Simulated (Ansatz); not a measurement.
# Mending a single-point calculation on Ta

System: Ta (Im-3m, 1 atom in the cell, total charge +6).
Method of run A: DFT, PBE, plane waves, PAW, no spin polarisation (Ansatz 0.2.0).

The structure derives from an entry of the Crystallography Open Database. Some settings of this run were made unusual or wrong on purpose. Text and figures count atoms from 1; the logs count them from 0 in places.

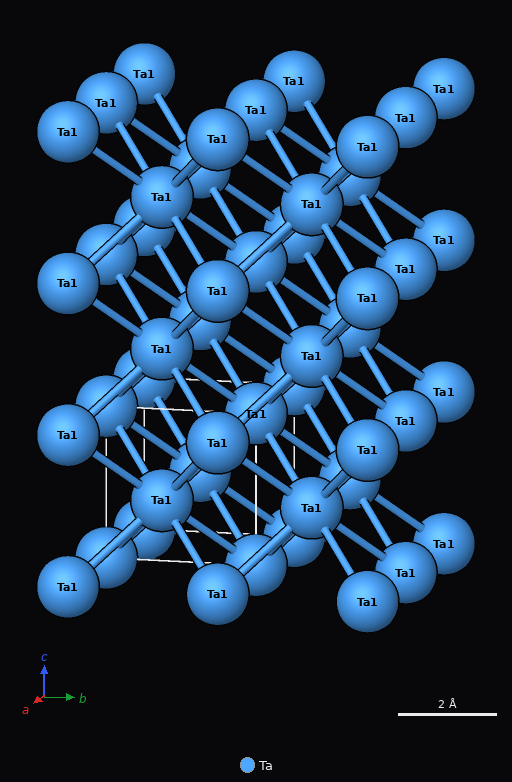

**Figure 1.** The input geometry (ball-and-stick view of the cell 2 times as large as that of the calculation, set on its symmetry axes, repeated 2 × 2 × 3, seen slightly off an axis; atoms are numbered from 1 in the order of the input). An atom can appear more than once, as a periodic image. Near neighbours in the periodic cell (some may lie outside the picture): Ta has 8 Ta at 2.76 Å.

The input, run A:
```yaml
crystal:
  lattice:
    - [-1.5930190273, 1.5930190273, 1.5930190273]
    - [1.5930190273, -1.5930190273, 1.5930190273]
    - [1.5930190273, 1.5930190273, -1.5930190273]
  atoms:
    - { symbol: Ta, position: [0.0, 0.0, 0.0] }
basis:
  ecutwfc: 420
kpoints:
  mp_grid: { grid: [26, 26, 26] }
hamiltonian:
  xc: pbe
scf:
  occupations: { method: gaussian, width: 0.15 }
  max_iter: 60
output:
  forces: true
  eigenvalues: true
  stress: true
total_charge: 6
```

Command:
```bash
ansatz run input.yaml --threads 2 --pin off --max-ram 5120MiB --backend cpu --events-out ev --progress --plain --runs-dir out
```

Hardware: 2 threads of Intel Xeon @ 2.50GHz (Skylake/Cascade Lake), 189 GiB of memory available, shared host.

Output, shortened to warnings, some set-up lines, iterations and results (run A):
```
Basis set: ecut = 420 eV, 321 PW (Γ), exchange–correlation on 40×40×40 points (8 copies of the dense FFT grid, shifted against one another)
Symmetry: 48 space group operations
k-points: 511 of 17576
Initial density: superposition of atomic densities (neutral atoms scaled as one to the charged cell's electrons: chi_scale 0, normalization atom), corrected by the library's trained network
[...]
SCF iter   1: F=—  HF=-10036.891330 eV  |F-HF|=—  |Δ(HF+E_count)|=         —  Δρ=4.48e-1  dr2=2.89e1  ethr=1.77e-3  ⟨swp⟩=5.8  Hψ=32695  notcnv=0
SCF iter   2: F=—  HF=-10022.251782 eV  |F-HF|=—  |Δ(HF+E_count)|=    1.46e1  Δρ=1.69e-1  dr2=4.54e0  ethr=1.77e-3  ⟨swp⟩=4.1  Hψ=16261  notcnv=0
SCF iter   3: F=—  HF=-10020.012691 eV  |F-HF|=—  |Δ(HF+E_count)|=    2.24e0  Δρ=1.86e-2  dr2=1.83e-2  ethr=1.77e-3  ⟨swp⟩=4.2  Hψ=13442  notcnv=0
SCF iter   4: F=—  HF=-10020.008587 eV  |F-HF|=—  |Δ(HF+E_count)|=   4.10e-3  Δρ=1.58e-3  dr2=3.44e-4  ethr=2.61e-4  ⟨swp⟩=3.0  Hψ=7428  notcnv=0
SCF iter   5: F=—  HF=-10020.008356 eV  |F-HF|=—  |Δ(HF+E_count)|=   2.30e-4  Δρ=1.30e-4  dr2=1.79e-6  ethr=4.92e-6  ⟨swp⟩=2.3  Hψ=5980  notcnv=0
SCF iter   6: F=—  HF=-10020.008347 eV  |F-HF|=—  |Δ(HF+E_count)|=   9.10e-6  Δρ=2.15e-5  dr2=1.93e-8  ethr=1.43e-9  ⟨swp⟩=8.1  Hψ=30064  notcnv=0
SCF iter   7: F=-10020.008347 eV  HF=-10020.008347 eV  |F-HF|=1.78e-10  |Δ(HF+E_count)|=   9.84e-9  Δρ=2.81e-6  dr2=2.95e-10  ethr=2.76e-10  ⟨swp⟩=1.3  Hψ=12280  notcnv=0
SCF 1 converged in 7 iterations: F = -10020.008347 eV  dr2 = 2.95e-10
SCF converged after 7 iterations
Free energy (F): -10020.008347 eV
Harris-Foulkes:  -10020.008347 eV  (|F-HF|=1.78e-10)
Internal energy: -10019.930419 eV  (E = F + TS)
E sigma→0 (E₀):  -10019.969383 eV
Entropy (-TS):   -0.077928 eV (-77.928 meV/atom)
Fermi energy:    -15.622720 eV
--- Per-component energies (eV) ---
  E_band       = -181.605362
  E_kinetic    = 231.769438
  E_local      = -466.588377  (includes V_loc(G=0)·N_el)
  E_nonlocal   = -1.487312
  E_hartree    = 132.390391
  E_xc         = -150.838856
  E_vxc        = -118.071886  (∫ρ·V_xc dr)
  E_paw        = -8375.327324  (= ΣΔE_a)
  E_vpaw       = -92.008151  (= ΣTr[D̂ρ^β])
  E_aug_tail   = 0.000131  (compensation charges beyond the density's cutoff)
  E_ewald      = -1389.848509
  E_smearing   = -0.077928  (= −TS)
  E_closure    = -0.000000  (closes the sum)
  E_deformation_potential = 182.810969  (in the stress; not in F)
  Σ components = -10020.008347   (vs F -10020.008347, Δ=0.00e0)
--- Forces (eV/Å), atoms counted from 1 ---
  atom   1  Ta    -0.00000000    -0.00000000     0.00000000
  max |Σ_I F_I| component: 2.98e-32 eV/Å
--- Stress (GPa, compression-positive) ---
      457.501623      -0.000000       0.000000
       -0.000000     457.501623      -0.000000
       -0.000000       0.000000     457.501623
  P = ⅓ Tr σ = 457.5016 GPa (4575.016 kbar)
```

### Diagnose this run and give a change of the input that cures it.

This input holds a deliberate fault: a charge that the system can't hold (`total_charge`). The cell cannot bind or give up so many electrons; the background charge dominates. The program still converged, but the numbers can't be taken as results for the intended system. The cell is charged and computed with a neutralising background, so its energy and pressure depend on the cell and aren't those of a real crystal.

A run of the same system that converges differs from this input as follows (lines with − go, lines with + come):
```diff
-  max_iter: 60
-total_charge: 6
```

Output, shortened to warnings, some set-up lines, iterations and results (run B):
```
Basis set: ecut = 420 eV, 321 PW (Γ), exchange–correlation on 40×40×40 points (8 copies of the dense FFT grid, shifted against one another)
Symmetry: 48 space group operations
k-points: 511 of 17576
Initial density: superposition of atomic densities (neutral atoms: chi_scale 0, normalization atom), corrected by the library's trained network
[...]
SCF iter   1: F=—  HF=-9932.076980 eV  |F-HF|=—  |Δ(HF+E_count)|=         —  Δρ=2.87e-3  dr2=7.24e-4  ethr=1.77e-3  ⟨swp⟩=5.1  Hψ=30918  notcnv=0
SCF iter   2: F=—  HF=-9932.076491 eV  |F-HF|=—  |Δ(HF+E_count)|=   4.90e-4  Δρ=1.08e-3  dr2=5.13e-5  ethr=5.57e-6  ⟨swp⟩=2.2  Hψ=11891  notcnv=0
SCF iter   3: F=—  HF=-9932.076523 eV  |F-HF|=—  |Δ(HF+E_count)|=   3.27e-5  Δρ=2.95e-4  dr2=2.65e-6  ethr=3.95e-7  ⟨swp⟩=2.2  Hψ=7347  notcnv=0
SCF iter   4: F=-9932.076527 eV  HF=-9932.076527 eV  |F-HF|=3.90e-8  |Δ(HF+E_count)|=   4.19e-6  Δρ=3.52e-5  dr2=6.82e-8  ethr=2.04e-8  ⟨swp⟩=2.5  Hψ=8690  notcnv=0
SCF iter   5: F=-9932.076527 eV  HF=-9932.076527 eV  |F-HF|=2.30e-9  |Δ(HF+E_count)|=   2.55e-8  Δρ=1.10e-5  dr2=6.12e-9  ethr=5.24e-10  ⟨swp⟩=2.0  Hψ=8834  notcnv=0
SCF iter   6: F=-9932.076527 eV  HF=-9932.076527 eV  |F-HF|=5.46e-12  |Δ(HF+E_count)|=   1.75e-9  Δρ=4.78e-7  dr2=1.06e-11  ethr=4.71e-11  ⟨swp⟩=1.8  Hψ=17880  notcnv=0
SCF 1 converged in 6 iterations: F = -9932.076527 eV  dr2 = 1.06e-11
SCF converged after 6 iterations
Free energy (F): -9932.076527 eV
Harris-Foulkes:  -9932.076527 eV  (|F-HF|=5.46e-12)
Internal energy: -9932.062975 eV  (E = F + TS)
E sigma→0 (E₀):  -9932.069751 eV
Entropy (-TS):   -0.013552 eV (-13.552 meV/atom)
Fermi energy:    21.034812 eV
--- Per-component energies (eV) ---
  E_band       = -71.255767
  E_kinetic    = 370.653996
  E_local      = -485.280083  (includes V_loc(G=0)·N_el)
  E_nonlocal   = 16.305481
  E_hartree    = 173.641162
  E_xc         = -220.044623
  E_vxc        = -206.166157  (∫ρ·V_xc dr)
  E_paw        = -8397.490571  (= ΣΔE_a)
  E_vpaw       = -114.051547  (= ΣTr[D̂ρ^β])
  E_aug_tail   = 0.000172  (compensation charges beyond the density's cutoff)
  E_ewald      = -1389.848509
  E_smearing   = -0.013552  (= −TS)
  E_closure    = 0.000000  (closes the sum)
  Σ components = -9932.076527   (vs F -9932.076527, Δ=0.00e0)
--- Forces (eV/Å), atoms counted from 1 ---
  atom   1  Ta    -0.00000000     0.00000000     0.00000000
  max |Σ_I F_I| component: 7.40e-32 eV/Å
--- Stress (GPa, compression-positive) ---
       30.154903       0.000000       0.000000
        0.000000      30.154903       0.000000
       -0.000000       0.000000      30.154903
  P = ⅓ Tr σ = 30.1549 GPa (301.549 kbar)
```

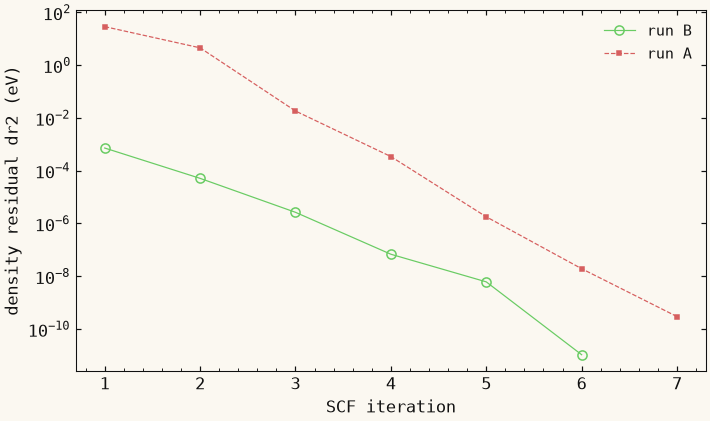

**Figure 2.** Convergence of the two runs: density residual dr2 against the SCF iteration. Run B takes 6 iterations in all, and run A takes 7.

The two runs side by side:

```csv
quantity,run A,run B
outcome,converged,converged
free energy per atom (eV),−10020.0083,−9932.0765
"energy per atom, smearing taken to zero (eV)",−10019.9694,−9932.0698
gap on the mesh (eV),0.00,0.00
pressure (GPa),457.50,30.15
largest force (eV/Å),0.000,0.000
SCF iterations,7,6
irreducible k-points,511,511
plane waves at Γ,321,321
wall time (shared host),7.3 s,5.6 s
```

The total energies belong to different systems, so their difference says nothing on which is more stable or more accurate. The pressure goes from 457.50 to 30.15 GPa. A charged cell is computed with a uniform neutralising background, so its energy and pressure depend on the cell and aren't those of a real crystal. The SCF takes 6 iterations against 7.

Notes on run B: Spin–orbit coupling is left out, which matters for Ta. The cell is under a pressure of 30 GPa at this level, so it is not at its equilibrium volume.
